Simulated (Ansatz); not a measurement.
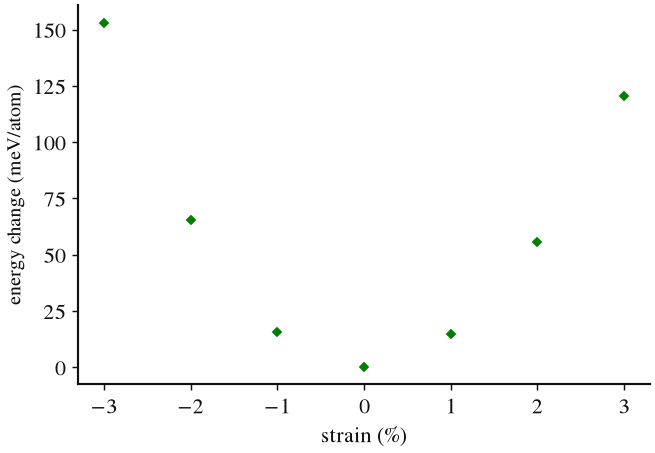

The figure shows the energy change against strain for Ir, space group Fm-3m (No. 225).

Structure:
```xyz
2
Lattice="1.9221 1.9221 0.0000 -1.9221 1.9221 0.0000 0.0000 0.0000 3.8442" Properties=species:S:1:pos:R:3 pbc="T T T"
Ir    0.0000    0.0000    0.0000
Ir    0.0000    1.9221    1.9221
```

Method: energy, stress and cell of a relaxed crystal along a series of strains, atoms and what the cell freedom names relaxed within the symmetry; stress is positive in compression; plane waves with PAW datasets, Γ-centred k mesh; energies extrapolated to zero smearing (Ansatz 0.2.0). Level: r2SCAN, no spin polarisation.

- wave cutoff: 500 eV
- k mesh: 20×20×14
- occupations: Gaussian
- smearing width: 0.1 eV
- strain kind: isotropic
- cell freedom: cell held, all vectors scaled

From this curve and the settings, what does the calculation give for the stress zz and stress xx at the same points?

The stress zz falls from 43.51 GPa at strain −3 % to −26.66 GPa at 3 %, and changes sign near 0 %. The stress xx falls from 43.35 GPa at strain −3 % to −26.74 GPa at 3 %, and changes sign near 0 %.

| strain (%) | stress zz (GPa) | stress xx (GPa) |
| --- | --- | --- |
| −3 | 43.51 | 43.35 |
| −2 | 26.76 | 26.62 |
| −1 | 12.37 | 12.24 |
| 0 | 0.08 | −0.04 |
| 1 | −10.38 | −10.49 |
| 2 | −19.23 | −19.33 |
| 3 | −26.66 | −26.74 |
